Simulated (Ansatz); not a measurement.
Si₇NO₁₆ (charge +1): geometry relaxation (part 1 of 3)

System: Si₇NO₁₆ (defect cell, 24 atoms in the cell, total charge +1).
Method: DFT, PBE, plane-wave PAW, default files, scalar-relativistic, no spin polarisation (Ansatz 0.2.0).

The structure derives from a Materials Project entry. It belongs to a series of runs on one base structure; here: N on a Si site, charge +1, ions relaxed. Figures and captions count atoms from 1; the log counts them from 0 in places.

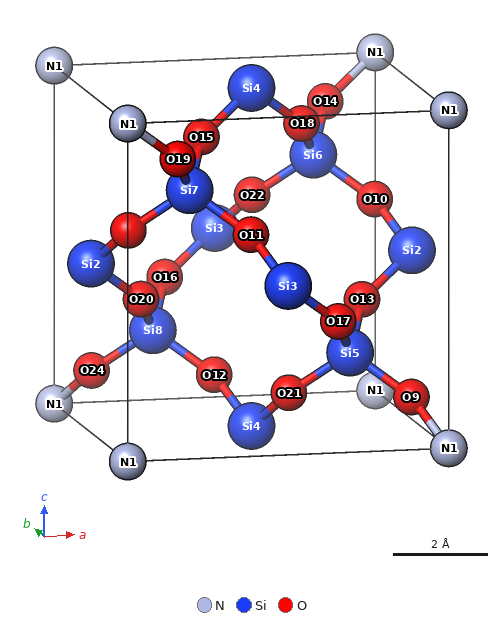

Fig. 1: The input geometry (ball-and-stick view of the reduced cell, seen slightly off an axis; atoms are numbered from 1 in the order of the input).

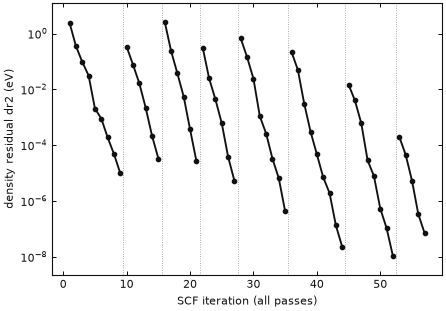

Fig. 2: Convergence of the self-consistent field: density residual dr2 against the SCF iteration. The dotted lines part the SCF passes of the relaxation: geometry steps, rejected trials and re-solves on a re-selected basis. The 8 passes take 5 to 9 iterations each, 57 in all.

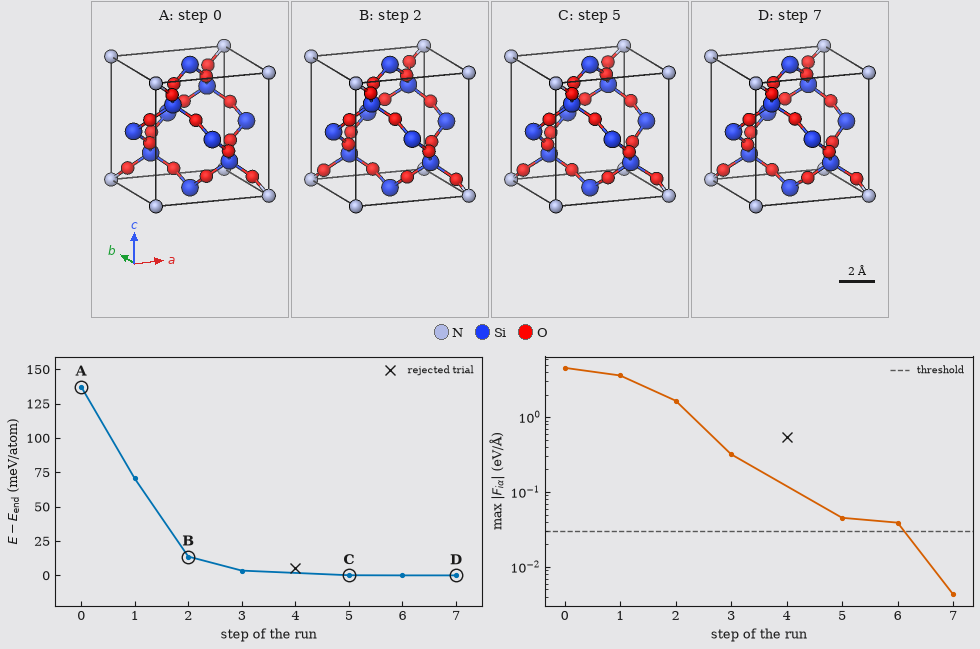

Fig. 3: Frames of the relaxation (ball-and-stick view of the reduced cell, seen slightly off an axis) above the curves, on which the letters mark them (the first geometry is step 0 here and step 1 in the log).

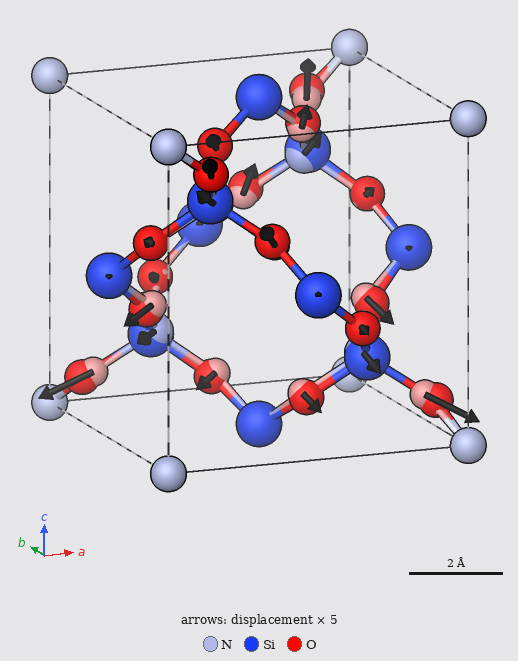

Fig. 4: Start (faint) and end (solid) with the displacements as black arrows, magnified 5 times (ball-and-stick view of the reduced cell, seen slightly off an axis). The largest moves, 0.27 Å, are those of O9, O14, O19 and O24. Largest moves by element: O 0.27 Å, Si 0.13 Å. N stays in place. The cell stays as it was. Among the contacts that change: N1–O14 1.612 → 1.407 Å, Si5–O9 1.612 → 1.775 Å, Si2–O10 1.612 → 1.637 Å, Si2–O13 1.612 → 1.629 Å. Among the angles that change: N1–O14–Si6 145.4° → 136.0°, O12–Si4–O21 110.9° → 118.9°, O10–Si2–O13 108.7° → 116.7°. Over 7 geometry steps the energy falls by 137 meV per atom. The largest force component goes from 4.5 to 0.0043 eV/Å. The line search rejected the trial step at point 4 (counted from 0) and went back. (Atoms are counted from 1 in the order of the input.)

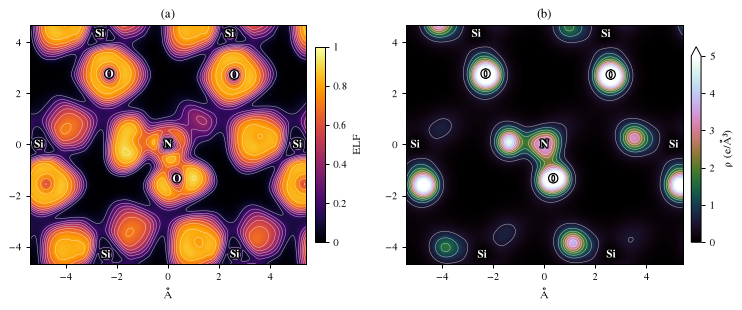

Fig. 5: (a) electron localisation function; (b) valence charge density (pseudo) on the (11̄0) plane of the calculation cell. The section cuts through N, Si and O sites. Away from the nuclei the density in this plane falls to 0.002 e/Å³ at its lowest. Core electrons are frozen (PAW), so the fields are smoothed inside the atomic spheres.

The input that produced these results follows, with the program's output.

### The input
```yaml
crystal:
  lattice:
    - [0.0, 0.0, 7.3113424844]
    - [4.9545809254, -4.9545809254, 0.0]
    - [4.9545809254, 4.9545809254, -7.3113424844]
  atoms:
    - { symbol: "N", position: [0.0, 0.0, 0.0] }
    - { symbol: Si, position: [0.0, 0.0, 0.5] }
    - { symbol: Si, position: [0.5, 0.5, 0.0] }
    - { symbol: Si, position: [0.5, 0.5, 0.5] }
    - { symbol: Si, position: [0.5, 0.75, 0.25] }
    - { symbol: Si, position: [0.5, 0.75, 0.75] }
    - { symbol: Si, position: [0.0, 0.25, 0.25] }
    - { symbol: Si, position: [0.0, 0.25, 0.75] }
    - { symbol: O, position: [0.298393065, 0.923393065, 0.173393065] }
    - { symbol: O, position: [0.298393065, 0.923393065, 0.673393065] }
    - { symbol: O, position: [0.798393065, 0.423393065, 0.173393065] }
    - { symbol: O, position: [0.798393065, 0.423393065, 0.673393065] }
    - { symbol: O, position: [0.798393065, 0.826606935, 0.423393065] }
    - { symbol: O, position: [0.798393065, 0.826606935, 0.923393065] }
    - { symbol: O, position: [0.298393065, 0.326606935, 0.423393065] }
    - { symbol: O, position: [0.298393065, 0.326606935, 0.923393065] }
    - { symbol: O, position: [0.451606935, 0.673393065, 0.076606935] }
    - { symbol: O, position: [0.451606935, 0.673393065, 0.576606935] }
    - { symbol: O, position: [0.951606935, 0.173393065, 0.076606935] }
    - { symbol: O, position: [0.951606935, 0.173393065, 0.576606935] }
    - { symbol: O, position: [0.451606935, 0.576606935, 0.326606935] }
    - { symbol: O, position: [0.451606935, 0.576606935, 0.826606935] }
    - { symbol: O, position: [0.951606935, 0.076606935, 0.326606935] }
    - { symbol: O, position: [0.951606935, 0.076606935, 0.826606935] }
total_charge: 1
kpoints:
  mp_grid: { grid: [4, 4, 4] }
scf:
  occupations: { method: fermi_dirac, width: 0.01 }
hamiltonian:
  xc: pbe
  pseudopotentials: { kind: paw }
output:
  forces: true
  stress: true
  populations: true
  efg:
    quadrupole_moments_barn: { "N": 0.02044, O: -0.02558 }
    contact_densities: true
  write_density: true
  write_potential: true
  elf: true
  volumetric_format: npy
relax:
  f_tol: 0.03
  max_steps: 40
```

Launch command:
```bash
ansatz run input.yaml --threads 1 --pin off --max-ram 3072MiB --backend cpu --events-out ev --progress --plain --runs-dir out
```

### What the program printed
```
Warning: output.stress: scf.convergence.dr2_threshold = 1e-7 eV (the SCF's general default) is looser than the 2.4e-9 eV advised for a printed stress (1e-10 eV for each atom of the cell: 24). What an SCF threshold leaves in a stress goes as its square root, and in the free energy as the threshold itself, and one threshold admits the most on a small cell: of the crystals measured, under no hybrid functional and no lock of the moments, on runs that ended without the residual-converged pass, on stresses that held no estimate of that error, the worst erred by over 100 MPa in a component at 1e-7 eV an atom and by under 5 at 1e-10. Every solve of this run answers to scf.convergence.dr2_threshold, and the tensor of one is reported: a single SCF on the reported geometry and on this run's grids (its basis.xc_grid and basis.ecutrho_ratio typed), with scf.convergence.dr2_threshold at 2.4e-9 eV or tighter, prints it and tightens no other solve. Else set scf.convergence.dr2_threshold to 2.4e-9 eV or tighter. The threshold is an SCF's pass mark: one that does not reach it within its budget of iterations ends unconverged, or closes short of it on a stop that the run arms, and scf.convergence.dr2_threshold's page says what that costs each kind of run
Engine: ansatz 0.2.0, aarch64-unknown-linux-gnu
Pseudopotentials: kind: paw
Pseudopotential: N, paw, valence charge 5, recommended cutoff 420 eV (normal), N.paw.azcp
Pseudopotential: Si, paw, valence charge 4, recommended cutoff 420 eV (normal), Si.paw.azcp
Pseudopotential: O, paw, valence charge 6, recommended cutoff 420 eV (normal), O.paw.azcp
Functional definition: PBE
  parameter kappa = 0.804
  parameter beta = 0.06672455060314922
  exchange = pbe_x(kappa = kappa, mu = beta*pi^2/3)
  correlation = pbe_c(beta = beta)
Crystal: 24 atoms, lattice volume = 358.956 Å³
Basis set: ecut = 420 eV, 7029 PW (Γ), exchange–correlation on 100×96×144 points (8 copies of the dense FFT grid, shifted against one another)
Bands: 88, of which v1, the nominal top of the filled ones, is band 64 counted from 1 (63 counted from 0)
Symmetry: 4 space group operations
Space group: P-4 (ITA 81), of the structure as read, at distance tolerance 7.1e-5 Å
k-points: 18 of 64 (time reversal used)
Non-local potential: N, projectors of the file, l = 0: 2, l = 1: 2, l = 2: 1
Non-local potential: Si, projectors of the file, l = 0: 2, l = 1: 2, l = 2: 2
Non-local potential: O, projectors of the file, l = 0: 2, l = 1: 2, l = 2: 1
PAW form: soft (Blöchl's): semilocal exchange-correlation on the pseudo side does not see the compensation charge
PAW one-centre angular grid: N, 110 points (default); XC on 64 Gauss nodes
PAW one-centre angular grid: Si, 110 points (default); XC on 64 Gauss nodes
PAW one-centre angular grid: O, 110 points (default); XC on 64 Gauss nodes
Initial density: superposition of atomic densities (neutral atoms scaled as one to the charged cell's electrons: chi_scale 0, normalization atom), corrected by the library's trained network
Initial wavefunctions: pseudopotential atomic-orbital guess
Functional: x = pbe(κ = 0.804, μ = 0.2195149727645171), c = pbe(β = 0.06672455060314922)
SCF iter   1: F=—  HF=-13928.280870 eV  |F-HF|=—  |Δ(HF+E_count)|=         —  Δρ=2.54e-2  dr2=2.39e0  ethr=1.77e-3  ⟨swp⟩=6.9  Hψ=7619  notcnv=0  defer=186
preconditioner: auto → Resta (q_TF=auto, 2.297 Å⁻¹)  ε∞=2.9  [insulator: Δε(μ)=1.874 eV  Ē_g=16.032 eV  σ=0.010 eV  W_gap=1.00  n_scr=80 (ndim 8)  ℏωp=22.2 eV  f_vac=0.261  D(μ)=0.00/eV (n_scr^D=0)  ε∞_Penn≈2.9]
SCF iter   2: F=—  HF=-13927.743807 eV  |F-HF|=—  |Δ(HF+E_count)|=   5.37e-1  Δρ=1.24e-2  dr2=3.57e-1  ethr=1.77e-3  ⟨swp⟩=3.9  Hψ=3094  notcnv=0  defer=360
SCF iter   3: F=—  HF=-13927.680234 eV  |F-HF|=—  |Δ(HF+E_count)|=   6.36e-2  Δρ=5.92e-3  dr2=9.58e-2  ethr=2.79e-4  ⟨swp⟩=3.0  Hψ=2094  notcnv=0  defer=360
SCF iter   4: F=—  HF=-13927.664462 eV  |F-HF|=—  |Δ(HF+E_count)|=   1.58e-2  Δρ=3.01e-3  dr2=3.13e-2  ethr=7.49e-5  ⟨swp⟩=2.1  Hψ=2195  notcnv=0  defer=360
SCF iter   5: F=—  HF=-13927.657287 eV  |F-HF|=—  |Δ(HF+E_count)|=   7.18e-3  Δρ=6.48e-4  dr2=2.04e-3  ethr=2.45e-5  ⟨swp⟩=2.0  Hψ=2024  notcnv=0  defer=360
SCF iter   6: F=—  HF=-13927.657496 eV  |F-HF|=—  |Δ(HF+E_count)|=   2.09e-4  Δρ=5.00e-4  dr2=8.97e-4  ethr=1.59e-6  ⟨swp⟩=2.0  Hψ=2181  notcnv=0  defer=360
SCF iter   7: F=—  HF=-13927.657385 eV  |F-HF|=—  |Δ(HF+E_count)|=   1.12e-4  Δρ=1.90e-4  dr2=1.89e-4  ethr=7.01e-7  ⟨swp⟩=2.7  Hψ=2337  notcnv=0  defer=360
SCF iter   8: F=—  HF=-13927.657375 eV  |F-HF|=—  |Δ(HF+E_count)|=   9.66e-6  Δρ=9.46e-5  dr2=4.81e-5  ethr=1.48e-7  ⟨swp⟩=2.1  Hψ=1999  notcnv=0  defer=360
SCF iter   9: F=-13927.657360 eV  HF=-13927.657368 eV  |F-HF|=8.03e-6  |Δ(HF+E_count)|=   6.97e-6  Δρ=4.12e-5  dr2=9.72e-6  ethr=1.76e-8  ⟨swp⟩=10.6  Hψ=11189  notcnv=0
SCF 1 converged in 9 iterations: F = -13927.657360 eV  dr2 = 9.72e-6
  Residual-converged pass: ⟨swp⟩=1.0  Hψ=1656  notcnv=0  max |occ|·‖R‖ = 7.0e-9 eV (tolerance 1.0e-8 eV)  dr2=9.72e-6  dr2_onsite=1.93e-7  max |Δocc| = 0.0e0
  greatest PAW one-centre occupation: 0.866 electrons in one spin orbital (limit 2), on the O atom at site 23 (counted from 0), in its partial waves of l = 0
relax step   1: F+E_penalty+E_count = -13927.65735992 eV  Δ(F+E_penalty+E_count) = +0.000e0 eV  max|allowed force component| = 4.545e0 eV/Å  Δτ_max = 0.0000 Å  (9 SCF iters, dr2 threshold 2.25e-5 eV, accepted)
Initial density: handed on by an earlier stage of this run
Initial wavefunctions: those handed on with the density
iter 1 solved again at ethr=2.64e-4 eV; its pass at ethr=3.10e-3 eV (dr2=3.37e-1 eV) is discarded
SCF iter   1: F=—  HF=-13929.325418 eV  |F-HF|=—  |Δ(HF+E_count)|=         —  Δρ=1.82e-2  dr2=3.37e-1  ethr=2.64e-4  ⟨swp⟩=1.0  Hψ=5697  notcnv=0  defer=359
preconditioner: auto → Resta (q_TF=auto, 2.297 Å⁻¹)  ε∞=2.9  [insulator: Δε(μ)=1.805 eV  Ē_g=15.882 eV  σ=0.010 eV  W_gap=1.00  n_scr=80 (ndim 8)  ℏωp=22.2 eV  f_vac=0.265  D(μ)=0.00/eV (n_scr^D=0)  ε∞_Penn≈2.9]
SCF iter   2: F=—  HF=-13929.269402 eV  |F-HF|=—  |Δ(HF+E_count)|=   5.60e-2  Δρ=8.60e-3  dr2=7.68e-2  ethr=2.63e-4  ⟨swp⟩=2.0  Hψ=1867  notcnv=0  defer=359
SCF iter   3: F=—  HF=-13929.264275 eV  |F-HF|=—  |Δ(HF+E_count)|=   5.13e-3  Δρ=2.48e-3  dr2=1.64e-2  ethr=6.00e-5  ⟨swp⟩=2.0  Hψ=2297  notcnv=0  defer=359
SCF iter   4: F=—  HF=-13929.261593 eV  |F-HF|=—  |Δ(HF+E_count)|=   2.68e-3  Δρ=8.43e-4  dr2=2.19e-3  ethr=1.28e-5  ⟨swp⟩=3.0  Hψ=2217  notcnv=0  defer=359
SCF iter   5: F=—  HF=-13929.261349 eV  |F-HF|=—  |Δ(HF+E_count)|=   2.44e-4  Δρ=2.64e-4  dr2=2.18e-4  ethr=1.71e-6  ⟨swp⟩=2.0  Hψ=2161  notcnv=0  defer=359
SCF iter   6: F=-13929.261366 eV  HF=-13929.261371 eV  |F-HF|=4.94e-6  |Δ(HF+E_count)|=   2.22e-5  Δρ=9.77e-5  dr2=3.31e-5  ethr=7.81e-8  ⟨swp⟩=9.8  Hψ=12343  notcnv=0
SCF 2 converged in 6 iterations: F = -13929.261366 eV  dr2 = 3.31e-5
[... from here on the iterations of each SCF are left out, up to the last one ...]
relax step   2: F+E_penalty+E_count = -13929.26136642 eV  Δ(F+E_penalty+E_count) = -1.604e0 eV  max|allowed force component| = 3.593e0 eV/Å  Δτ_max = 0.0888 Å  (6 SCF iters, dr2 threshold 1.00e-4 eV, accepted)
preconditioner: auto → Resta (q_TF=auto, 2.297 Å⁻¹)  ε∞=2.9  [insulator: Δε(μ)=4.926 eV  Ē_g=16.029 eV  σ=0.010 eV  W_gap=1.00  n_scr=80 (ndim 8)  ℏωp=22.0 eV  f_vac=0.265  D(μ)=0.00/eV (n_scr^D=0)  ε∞_Penn≈2.9]
SCF 3 converged in 6 iterations: F = -13930.625152 eV  dr2 = 2.69e-5
relax step   3: F+E_penalty+E_count = -13930.62515170 eV  Δ(F+E_penalty+E_count) = -1.364e0 eV  max|allowed force component| = 1.657e0 eV/Å  Δτ_max = 0.1948 Å  (6 SCF iters, dr2 threshold 1.00e-4 eV, accepted)
preconditioner: auto → Resta (q_TF=auto, 2.297 Å⁻¹)  ε∞=2.9  [insulator: Δε(μ)=4.691 eV  Ē_g=16.092 eV  σ=0.010 eV  W_gap=1.00  n_scr=80 (ndim 8)  ℏωp=22.2 eV  f_vac=0.262  D(μ)=0.00/eV (n_scr^D=0)  ε∞_Penn≈2.9]
SCF 4 converged in 6 iterations: F = -13930.870683 eV  dr2 = 5.21e-6
relax step   4: F+E_penalty+E_count = -13930.87068295 eV  Δ(F+E_penalty+E_count) = -2.455e-1 eV  max|allowed force component| = 3.192e-1 eV/Å  Δτ_max = 0.0632 Å  (6 SCF iters, dr2 threshold 1.00e-4 eV, accepted)
preconditioner: auto → Resta (q_TF=auto, 2.297 Å⁻¹)  ε∞=2.9  [insulator: Δε(μ)=4.918 eV  Ē_g=16.128 eV  σ=0.010 eV  W_gap=1.00  n_scr=80 (ndim 8)  ℏωp=22.2 eV  f_vac=0.262  D(μ)=0.00/eV (n_scr^D=0)  ε∞_Penn≈2.9]
SCF 5 converged in 8 iterations: F = -13930.825999 eV  dr2 = 4.21e-7
relax step   5: F+E_penalty+E_count = -13930.82599902 eV  Δ(F+E_penalty+E_count) = +4.468e-2 eV  max|allowed force component| = 5.480e-1 eV/Å  Δτ_max = 0.1266 Å  (8 SCF iters, dr2 threshold 6.37e-6 eV, rejected (line search))
preconditioner: auto → Resta (q_TF=auto, 2.297 Å⁻¹)  ε∞=2.9  [insulator: Δε(μ)=4.962 eV  Ē_g=16.131 eV  σ=0.010 eV  W_gap=1.00  n_scr=80 (ndim 8)  ℏωp=22.2 eV  f_vac=0.262  D(μ)=0.00/eV (n_scr^D=0)  ε∞_Penn≈2.9]
SCF 6 converged in 9 iterations: F = -13930.951501 eV  dr2 = 2.25e-8
relax step   6: F+E_penalty+E_count = -13930.95150111 eV  Δ(F+E_penalty+E_count) = -8.082e-2 eV  max|allowed force component| = 4.527e-2 eV/Å  Δτ_max = 0.0607 Å  (9 SCF iters, accepted)
preconditioner: auto → Resta (q_TF=auto, 2.297 Å⁻¹)  ε∞=2.9  [insulator: Δε(μ)=4.831 eV  Ē_g=16.112 eV  σ=0.010 eV  W_gap=1.00  n_scr=80 (ndim 8)  ℏωp=22.2 eV  f_vac=0.262  D(μ)=0.00/eV (n_scr^D=0)  ε∞_Penn≈2.9]
SCF 7 converged in 8 iterations: F = -13930.953990 eV  dr2 = 1.05e-8
  greatest PAW one-centre occupation: 0.863 electrons in one spin orbital (limit 2), on the O atom at site 23 (counted from 0), in its partial waves of l = 0
relax step   7: F+E_penalty+E_count = -13930.95399010 eV  Δ(F+E_penalty+E_count) = -2.489e-3 eV  max|allowed force component| = 3.901e-2 eV/Å  Δτ_max = 0.0195 Å  (8 SCF iters, accepted)
```
